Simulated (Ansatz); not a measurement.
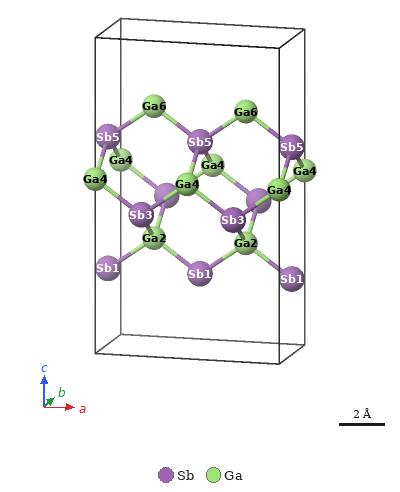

*The starting structure (ball-and-stick view of the 2 × 1 repeat of the cell, with the vacuum cut short, seen slightly off an axis; atoms are numbered from 1 in the order of the input). An atom can appear more than once, as a periodic image.*

Near neighbours in the periodic cell (some may lie outside the picture): Sb has 2 Ga at 2.65 Å; Ga has 4 Sb at 2.65 Å; Sb has 4 Ga at 2.65 Å; Ga has 2 Sb at 2.65 Å.

**GaSb: geometry relaxation (part 1 of 2)**

GaSb (slab, 6 atoms in the cell), computed with DFT PBEsol, scalar-relativistic, plane waves, PAW, no spin polarisation (Ansatz 0.2.0).

The structure derives from an entry of the Crystallography Open Database. The input holds or restrains some coordinates. Forces given for the steps count only the free coordinates. It belongs to a series of runs on one base structure; here: clean slab, lower half held. Figures and captions count atoms from 1; the log counts them from 0 in places.

**The input**
```yaml
crystal:
  lattice:
    - [4.3212908973, 0.0, 0.0]
    - [0.0, 4.3212908973, 0.0]
    - [0.0, 0.0, 24.6390352424]
  atoms:
    - { symbol: Sb, position: [0.0, 0.5, 0.3449810399] }
    - { symbol: Ga, position: [0.5, 0.5, 0.4069886239] }
    - { symbol: Sb, position: [0.5, 0.0, 0.468996208] }
    - { symbol: Ga, position: [0.0, 0.0, 0.531003792] }
    - { symbol: Sb, position: [0.0, 0.5, 0.5930113761] }
    - { symbol: Ga, position: [0.5, 0.5, 0.6550189601] }
basis:
  ecutwfc: 420
kpoints:
  mp_grid: { grid: [7, 7, 1] }
hamiltonian:
  xc: pbesol
scf:
  occupations: { method: gaussian, width: 0.1 }
output:
  forces: true
  eigenvalues: true
  write_density: true
  write_potential: true
  elf: true
  volumetric_format: npy
relax:
  adjacent_minimum: "off"
  f_tol: 0.03
  max_steps: 70
  constraints: [{ sites: [0, 1, 2] }]
efield:
  axis: 3
  dipole_correction: true
  ramp_width: 0.04
```

Run as:
```bash
ansatz run input.yaml --threads 2 --pin off --max-ram 5120MiB --backend cpu --events-out ev --progress --plain --runs-dir out
```

**What the program printed**
```
Engine: ansatz 0.2.0, aarch64-unknown-linux-gnu
Pseudopotentials: kind: paw
Pseudopotential: Sb, paw, valence charge 15, recommended cutoff 420 eV (normal), Sb.paw.azcp
Pseudopotential: Ga, paw, valence charge 13, recommended cutoff 420 eV (normal), Ga.paw.azcp
Functional definition: PBEsol
  exchange = pbesol_x
  correlation = pbesol_c
Crystal: 6 atoms, lattice volume = 460.098 Å³
Basis set: ecut = 420 eV, 9003 PW (Γ), exchange–correlation on 60×60×360 points (8 copies of the dense FFT grid, shifted against one another)
Bands: 51, of which v1, the nominal top of the filled ones, is band 42 counted from 1 (41 counted from 0)
Symmetry: 4 space group operations
Space group: Pmm2 (ITA 25), of the structure as read, at distance tolerance 7.7e-5 Å
k-points: 16 of 49
Non-local potential: Sb, projectors of the file, l = 0: 2, l = 1: 2, l = 2: 2, l = 3: 2
Non-local potential: Ga, projectors of the file, l = 0: 2, l = 1: 2, l = 2: 3, l = 3: 1
PAW form: soft (Blöchl's): semilocal exchange-correlation on the pseudo side does not see the compensation charge
PAW frozen core: Sb, regenerated for the run's functional, and the local potential with it (the file was generated under x = pbe(κ = 0.804, μ = 0.2195149727645171), c = pbe(β = 0.06672455060314922))
PAW frozen core: Ga, regenerated for the run's functional, and the local potential with it (the file was generated under x = pbe(κ = 0.804, μ = 0.2195149727645171), c = pbe(β = 0.06672455060314922))
PAW one-centre angular grid: Sb, 590 points (default); XC on 64 Gauss nodes
PAW one-centre angular grid: Ga, 590 points (default); XC on 64 Gauss nodes
Initial density: superposition of atomic densities (neutral atoms: chi_scale 0, normalization atom), corrected by the library's trained network
Initial wavefunctions: pseudopotential atomic-orbital guess
Functional: x = pbesol(κ = 0.804, μ = 0.12345679012345678), c = pbesol(β = 0.046)
SCF iter   1: F=—  HF=-30451.772223 eV  |F-HF|=—  |Δ(HF+E_count)|=         —  Δρ=2.11e-3  dr2=7.99e-2  ethr=1.77e-3  p=0.089 e·Å  D=3.49e-2 V/Å  ΔV_dip=-0.86 eV  dr2_dipole=8.11e-3  V_vac-E_F(+/−)=4.46/5.32 eV  ⟨swp⟩=8.1  Hψ=3324  notcnv=0  defer=2
efield: sawtooth ramp at fractional position 0.9800 (placed from the atoms, in the widest stretch of the axis that holds none; the zero of the levels goes with the place), width 0.0400; the density the first Hamiltonian is built on has a dipole p = 0.089 e·Å; the dipole correction subtracts the counter field D = 3.49e-2 V/Å, which shifts the + side's vacuum level by -0.86 eV against the − side's; the planar-averaged density in the ramp window peaks in size at 3.5e-6 e/Å³
preconditioner: auto → LDOS  [metal: Δε(μ)=0.012 eV  Ē_g=13.143 eV  σ=0.100 eV  W_gap=0.07  n_scr=60 (ndim 8)  ℏωp=12.7 eV  f_vac=0.568  D(μ)=4.42/eV (n_scr^D=10)  β→1.0]
SCF iter   2: F=—  HF=-30451.757239 eV  |F-HF|=—  |Δ(HF+E_count)|=   1.50e-2  Δρ=9.37e-4  dr2=1.09e-2  ethr=9.51e-5  p=0.091 e·Å  D=3.57e-2 V/Å  ΔV_dip=-0.88 eV  dr2_dipole=1.54e-3  V_vac-E_F(+/−)=4.40/5.28 eV  ⟨swp⟩=2.0  Hψ=1516  notcnv=0  defer=46
SCF iter   3: F=—  HF=-30451.757422 eV  |F-HF|=—  |Δ(HF+E_count)|=   1.83e-4  Δρ=5.13e-4  dr2=3.36e-3  ethr=1.30e-5  p=0.093 e·Å  D=3.64e-2 V/Å  ΔV_dip=-0.90 eV  dr2_dipole=4.78e-5  V_vac-E_F(+/−)=4.37/5.27 eV  ⟨swp⟩=2.0  Hψ=1282  notcnv=0  defer=46
SCF iter   4: F=—  HF=-30451.757170 eV  |F-HF|=—  |Δ(HF+E_count)|=   2.52e-4  Δρ=3.24e-4  dr2=7.12e-4  ethr=4.00e-6  p=0.093 e·Å  D=3.67e-2 V/Å  ΔV_dip=-0.90 eV  dr2_dipole=1.53e-5  V_vac-E_F(+/−)=4.35/5.26 eV  ⟨swp⟩=2.0  Hψ=1282  notcnv=0  defer=46
SCF iter   5: F=—  HF=-30451.756955 eV  |F-HF|=—  |Δ(HF+E_count)|=   2.15e-4  Δρ=1.48e-4  dr2=1.65e-4  ethr=8.48e-7  p=0.094 e·Å  D=3.70e-2 V/Å  ΔV_dip=-0.91 eV  dr2_dipole=3.22e-6  V_vac-E_F(+/−)=4.34/5.25 eV  ⟨swp⟩=2.0  Hψ=1199  notcnv=0  defer=46
SCF iter   6: F=—  HF=-30451.756920 eV  |F-HF|=—  |Δ(HF+E_count)|=   3.50e-5  Δρ=3.43e-5  dr2=3.21e-5  ethr=1.97e-7  p=0.095 e·Å  D=3.72e-2 V/Å  ΔV_dip=-0.92 eV  dr2_dipole=3.03e-6  V_vac-E_F(+/−)=4.33/5.25 eV  ⟨swp⟩=2.0  Hψ=1282  notcnv=0  defer=46
SCF iter   7: F=-30451.756918 eV  HF=-30451.756918 eV  |F-HF|=7.99e-7  |Δ(HF+E_count)|=   1.48e-6  Δρ=1.21e-5  dr2=1.83e-6  ethr=2.68e-8  p=0.095 e·Å  D=3.73e-2 V/Å  ΔV_dip=-0.92 eV  dr2_dipole=6.57e-11  V_vac-E_F(+/−)=4.33/5.25 eV  ⟨swp⟩=19.6  Hψ=8652  notcnv=0
SCF 1 converged in 7 iterations: F = -30451.756918 eV  dr2 = 1.83e-6
  greatest PAW one-centre occupation: 0.996 electrons in one spin orbital (limit 2), on the Sb atom at site 0 (counted from 0), in its partial waves of l = 2
relax step   1: F+E_penalty+E_count = -30451.75691767 eV  Δ(F+E_penalty+E_count) = +0.000e0 eV  max|allowed force component| = 3.518e-1 eV/Å  Δτ_max = 0.0000 Å  (7 SCF iters, dr2 threshold 2.25e-5 eV, accepted)
Initial density: handed on by an earlier stage of this run
Initial wavefunctions: those handed on with the density
iter 1 solved again at ethr=9.19e-5 eV; its pass at ethr=3.10e-3 eV (dr2=7.72e-2 eV) is discarded
SCF iter   1: F=—  HF=-30451.773023 eV  |F-HF|=—  |Δ(HF+E_count)|=         —  Δρ=1.77e-3  dr2=9.62e-2  ethr=9.19e-5  p=0.095 e·Å  D=3.73e-2 V/Å  ΔV_dip=-0.92 eV  dr2_dipole=3.79e-2  V_vac-E_F(+/−)=4.36/5.28 eV  ⟨swp⟩=1.0  Hψ=2530  notcnv=0  defer=50
efield: sawtooth ramp at fractional position 0.9800 (handed on by an earlier solve), width 0.0400; the density the first Hamiltonian is built on has a dipole p = 0.095 e·Å; the dipole correction subtracts the counter field D = 3.73e-2 V/Å, which shifts the + side's vacuum level by -0.92 eV against the − side's; the planar-averaged density in the ramp window peaks in size at 7.3e-6 e/Å³
eigensolver tolerance schedule calibrated: the retry pair's looser diagonalisation under-reported the residual by θ = 0.20 (0.13/decade); ethr = c·dr2/N_el runs at the constant in force after the calibration composes with the one it found (an armed cap, an earlier calibration), c = 6.0e-2
preconditioner: auto → LDOS  [metal: Δε(μ)=0.030 eV  Ē_g=13.094 eV  σ=0.100 eV  W_gap=0.17  n_scr=60 (ndim 8)  ℏωp=12.7 eV  f_vac=0.566  D(μ)=5.53/eV (n_scr^D=14)  β→1.0]
SCF iter   2: F=—  HF=-30451.768453 eV  |F-HF|=—  |Δ(HF+E_count)|=   4.57e-3  Δρ=4.52e-4  dr2=7.77e-3  ethr=6.83e-5  p=0.093 e·Å  D=3.67e-2 V/Å  ΔV_dip=-0.90 eV  dr2_dipole=2.94e-3  V_vac-E_F(+/−)=4.36/5.26 eV  ⟨swp⟩=1.8  Hψ=803  notcnv=0  defer=50
SCF iter   3: F=—  HF=-30451.768399 eV  |F-HF|=—  |Δ(HF+E_count)|=   5.45e-5  Δρ=2.96e-4  dr2=2.06e-3  ethr=5.52e-6  p=0.092 e·Å  D=3.63e-2 V/Å  ΔV_dip=-0.89 eV  dr2_dipole=6.09e-4  V_vac-E_F(+/−)=4.36/5.25 eV  ⟨swp⟩=2.0  Hψ=1196  notcnv=0  defer=50
SCF iter   4: F=—  HF=-30451.768202 eV  |F-HF|=—  |Δ(HF+E_count)|=   1.96e-4  Δρ=1.64e-4  dr2=1.87e-4  ethr=1.47e-6  p=0.092 e·Å  D=3.63e-2 V/Å  ΔV_dip=-0.89 eV  dr2_dipole=2.18e-8  V_vac-E_F(+/−)=4.36/5.25 eV  ⟨swp⟩=2.0  Hψ=1141  notcnv=0  defer=50
SCF iter   5: F=—  HF=-30451.768133 eV  |F-HF|=—  |Δ(HF+E_count)|=   6.93e-5  Δρ=4.87e-5  dr2=4.46e-5  ethr=1.33e-7  p=0.092 e·Å  D=3.63e-2 V/Å  ΔV_dip=-0.89 eV  dr2_dipole=2.32e-6  V_vac-E_F(+/−)=4.36/5.25 eV  ⟨swp⟩=2.0  Hψ=1204  notcnv=0  defer=50
SCF iter   6: F=—  HF=-30451.768129 eV  |F-HF|=—  |Δ(HF+E_count)|=   4.39e-6  Δρ=1.80e-5  dr2=9.74e-6  ethr=3.17e-8  p=0.092 e·Å  D=3.63e-2 V/Å  ΔV_dip=-0.89 eV  dr2_dipole=9.98e-8  V_vac-E_F(+/−)=4.35/5.25 eV  ⟨swp⟩=2.0  Hψ=1151  notcnv=0  defer=50
SCF iter   7: F=-30451.768127 eV  HF=-30451.768128 eV  |F-HF|=1.86e-6  |Δ(HF+E_count)|=   3.15e-7  Δρ=8.02e-6  dr2=2.08e-6  ethr=5.49e-9  p=0.092 e·Å  D=3.63e-2 V/Å  ΔV_dip=-0.90 eV  dr2_dipole=2.05e-7  V_vac-E_F(+/−)=4.35/5.25 eV  ⟨swp⟩=19.3  Hψ=7322  notcnv=0
SCF 2 converged in 7 iterations: F = -30451.768127 eV  dr2 = 2.08e-6
  Residual-converged pass: ⟨swp⟩=1.1  Hψ=881  notcnv=0  max |occ|·‖R‖ = 7.1e-9 eV (tolerance 1.0e-8 eV)  dr2=2.08e-6  dr2_onsite=1.84e-8  max |Δocc| = 2.1e-10
relax step   2: F+E_penalty+E_count = -30451.76812661 eV  Δ(F+E_penalty+E_count) = -1.121e-2 eV  max|allowed force component| = 3.121e-1 eV/Å  Δτ_max = 0.1341 Å  (7 SCF iters, dr2 threshold 7.73e-6 eV, accepted)
SCF iter   1: F=—  HF=-30451.776045 eV  |F-HF|=—  |Δ(HF+E_count)|=         —  Δρ=6.77e-4  dr2=8.85e-3  ethr=1.52e-4  p=0.092 e·Å  D=3.63e-2 V/Å  ΔV_dip=-0.90 eV  dr2_dipole=3.40e-3  V_vac-E_F(+/−)=4.34/5.24 eV  ⟨swp⟩=2.9  Hψ=1400  notcnv=0  defer=46
efield: sawtooth ramp at fractional position 0.9800 (handed on by an earlier solve), width 0.0400; the density the first Hamiltonian is built on has a dipole p = 0.092 e·Å; the dipole correction subtracts the counter field D = 3.63e-2 V/Å, which shifts the + side's vacuum level by -0.90 eV against the − side's; the planar-averaged density in the ramp window peaks in size at 4.5e-6 e/Å³
preconditioner: auto → LDOS  [metal: Δε(μ)=0.026 eV  Ē_g=13.118 eV  σ=0.100 eV  W_gap=0.15  n_scr=60 (ndim 8)  ℏωp=12.7 eV  f_vac=0.568  D(μ)=5.04/eV (n_scr^D=10)  β→1.0]
SCF iter   2: F=—  HF=-30451.775581 eV  |F-HF|=—  |Δ(HF+E_count)|=   4.64e-4  Δρ=1.71e-4  dr2=3.36e-4  ethr=1.05e-5  p=0.093 e·Å  D=3.66e-2 V/Å  ΔV_dip=-0.90 eV  dr2_dipole=4.63e-5  V_vac-E_F(+/−)=4.34/5.24 eV  ⟨swp⟩=1.3  Hψ=949  notcnv=0  defer=46
SCF iter   3: F=—  HF=-30451.775543 eV  |F-HF|=—  |Δ(HF+E_count)|=   3.80e-5  Δρ=1.10e-4  dr2=1.97e-4  ethr=4.00e-7  p=0.093 e·Å  D=3.67e-2 V/Å  ΔV_dip=-0.90 eV  dr2_dipole=5.40e-5  V_vac-E_F(+/−)=4.34/5.25 eV  ⟨swp⟩=2.0  Hψ=1390  notcnv=0  defer=46
SCF iter   4: F=—  HF=-30451.775519 eV  |F-HF|=—  |Δ(HF+E_count)|=   2.44e-5  Δρ=3.82e-5  dr2=1.49e-5  ethr=2.35e-7  p=0.093 e·Å  D=3.67e-2 V/Å  ΔV_dip=-0.90 eV  dr2_dipole=7.76e-7  V_vac-E_F(+/−)=4.34/5.25 eV  ⟨swp⟩=2.0  Hψ=1385  notcnv=0  defer=46
SCF iter   5: F=-30451.775513 eV  HF=-30451.775516 eV  |F-HF|=3.66e-6  |Δ(HF+E_count)|=   2.36e-6  Δρ=1.40e-5  dr2=3.42e-6  ethr=7.25e-9  p=0.093 e·Å  D=3.67e-2 V/Å  ΔV_dip=-0.90 eV  dr2_dipole=5.19e-7  V_vac-E_F(+/−)=4.34/5.25 eV  ⟨swp⟩=19.4  Hψ=8525  notcnv=0
SCF 3 converged in 5 iterations: F = -30451.775513 eV  dr2 = 3.42e-6
relax step   3: F+E_penalty+E_count = -30451.77551277 eV  Δ(F+E_penalty+E_count) = -7.386e-3 eV  max|allowed force component| = 3.113e-2 eV/Å  Δτ_max = 0.0431 Å  (5 SCF iters, dr2 threshold 6.09e-6 eV, accepted)
SCF iter   1: F=—  HF=-30451.775657 eV  |F-HF|=—  |Δ(HF+E_count)|=         —  Δρ=1.59e-4  dr2=5.63e-5  ethr=4.56e-6  p=0.093 e·Å  D=3.67e-2 V/Å  ΔV_dip=-0.90 eV  dr2_dipole=1.76e-7  V_vac-E_F(+/−)=4.34/5.25 eV  ⟨swp⟩=2.0  Hψ=1357  notcnv=0  defer=51
efield: sawtooth ramp at fractional position 0.9800 (handed on by an earlier solve), width 0.0400; the density the first Hamiltonian is built on has a dipole p = 0.093 e·Å; the dipole correction subtracts the counter field D = 3.67e-2 V/Å, which shifts the + side's vacuum level by -0.90 eV against the − side's; the planar-averaged density in the ramp window peaks in size at 4.5e-6 e/Å³
preconditioner: auto → LDOS  [metal: Δε(μ)=0.022 eV  Ē_g=13.109 eV  σ=0.100 eV  W_gap=0.12  n_scr=60 (ndim 8)  ℏωp=12.7 eV  f_vac=0.567  D(μ)=5.13/eV (n_scr^D=10)  β→1.0]
SCF iter   2: F=—  HF=-30451.775603 eV  |F-HF|=—  |Δ(HF+E_count)|=   5.37e-5  Δρ=3.38e-5  dr2=8.30e-6  ethr=6.71e-8  p=0.093 e·Å  D=3.67e-2 V/Å  ΔV_dip=-0.90 eV  dr2_dipole=1.24e-8  V_vac-E_F(+/−)=4.34/5.25 eV  ⟨swp⟩=2.0  Hψ=1573  notcnv=0  defer=48
SCF iter   3: F=—  HF=-30451.775604 eV  |F-HF|=—  |Δ(HF+E_count)|=   6.17e-7  Δρ=2.46e-5  dr2=3.74e-6  ethr=9.88e-9  p=0.093 e·Å  D=3.67e-2 V/Å  ΔV_dip=-0.90 eV  dr2_dipole=5.76e-8  V_vac-E_F(+/−)=4.34/5.25 eV  ⟨swp⟩=2.0  Hψ=1391  notcnv=0  defer=48
SCF iter   4: F=—  HF=-30451.775602 eV  |F-HF|=—  |Δ(HF+E_count)|=   1.37e-6  Δρ=7.65e-6  dr2=1.11e-6  ethr=4.45e-9  p=0.093 e·Å  D=3.67e-2 V/Å  ΔV_dip=-0.90 eV  dr2_dipole=2.10e-9  V_vac-E_F(+/−)=4.34/5.25 eV  ⟨swp⟩=2.1  Hψ=1183  notcnv=0  defer=48
SCF iter   5: F=—  HF=-30451.775602 eV  |F-HF|=—  |Δ(HF+E_count)|=   5.60e-9  Δρ=4.75e-6  dr2=2.63e-7  ethr=1.32e-9  p=0.093 e·Å  D=3.67e-2 V/Å  ΔV_dip=-0.90 eV  dr2_dipole=7.09e-9  V_vac-E_F(+/−)=4.34/5.25 eV  ⟨swp⟩=2.0  Hψ=1389  notcnv=0  defer=48
SCF iter   6: F=-30451.775602 eV  HF=-30451.775602 eV  |F-HF|=1.64e-8  |Δ(HF+E_count)|=   2.22e-8  Δρ=1.07e-6  dr2=3.98e-8  ethr=1.19e-10  p=0.093 e·Å  D=3.67e-2 V/Å  ΔV_dip=-0.90 eV  dr2_dipole=4.64e-11  V_vac-E_F(+/−)=4.34/5.25 eV  ⟨swp⟩=16.2  Hψ=6390  notcnv=0
SCF 4 converged in 6 iterations: F = -30451.775602 eV  dr2 = 3.98e-8
relax step   4: F+E_penalty+E_count = -30451.77560219 eV  Δ(F+E_penalty+E_count) = -8.941e-5 eV  max|allowed force component| = 9.088e-3 eV/Å  Δτ_max = 0.0069 Å  (6 SCF iters, accepted)
```

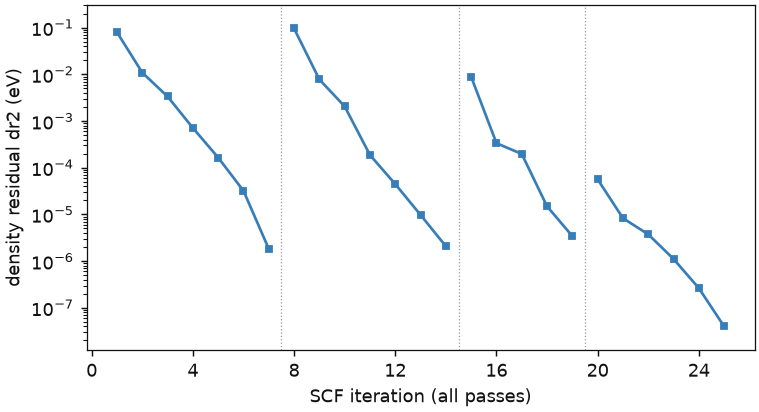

*Convergence of the self-consistent field: density residual dr2 against the SCF iteration. The dotted lines part the SCF passes of the relaxation: geometry steps, rejected trials and re-solves on a re-selected basis.*

The passes take 7, 7, 5 and 6 iterations.

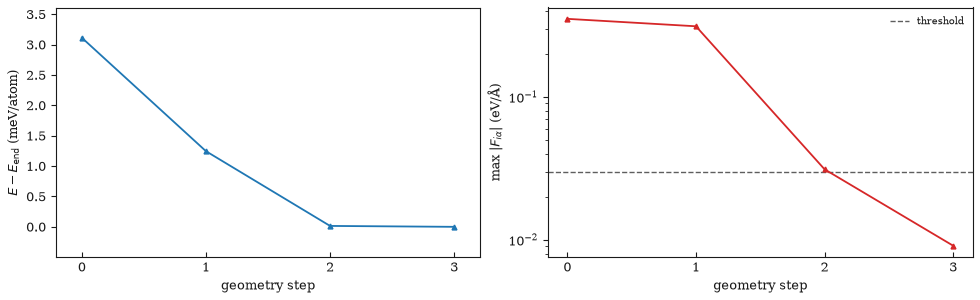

*Progress of the restrained relaxation, step by step (the first geometry is step 0 here and step 1 in the log).*
